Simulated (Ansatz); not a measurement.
```
Al
1.0
     2.83945    0.00000    0.00000
     0.00000    4.01559    0.00000
     0.00000    0.00000   27.77752
Al
10
Cartesian
  1.4197 2.0078 7.5294
  0.0000 0.0000 8.8496
  1.4197 2.0078 10.3310
  0.0000 0.0000 11.7141
  1.4197 2.0078 13.1632
  0.0000 0.0000 14.6143
  1.4197 2.0078 16.0635
  0.0000 0.0000 17.4465
  1.4197 2.0078 18.9279
  0.0000 0.0000 20.2481
```

All numbers below come from Ansatz, DFT PBEsol, scalar-relativistic, plane waves, PAW.

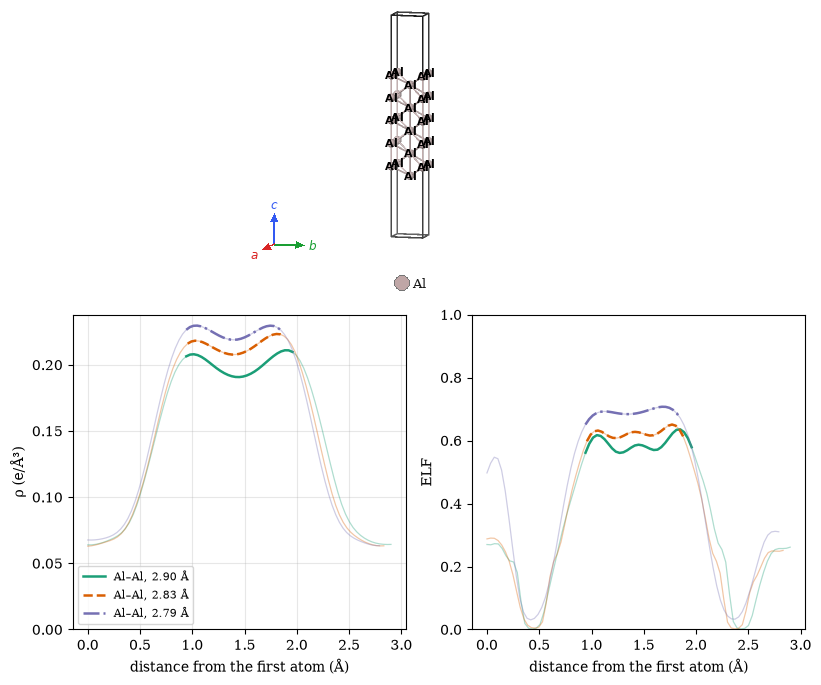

Al (slab). Valence charge density (pseudo) and electron localisation function along straight lines between neighbouring atoms. Thin, pale parts lie inside the atomic spheres. The structure is drawn too.

Core electrons are frozen (PAW), and the valence fields are smoothed inside the atomic spheres.

Compare the contacts.

Answer. Al–Al (2.90 Å): the density is about 0.19 e/Å³ at the midpoint; the ELF peaks at about 0.65 between the atoms.
Al–Al (2.83 Å): ρ is about 0.21 e/Å³ halfway; the ELF peaks at about 0.65 between the atoms.
Al–Al (2.79 Å): ρ is about 0.22 e/Å³ halfway; the ELF peaks at about 0.70 between the atoms.
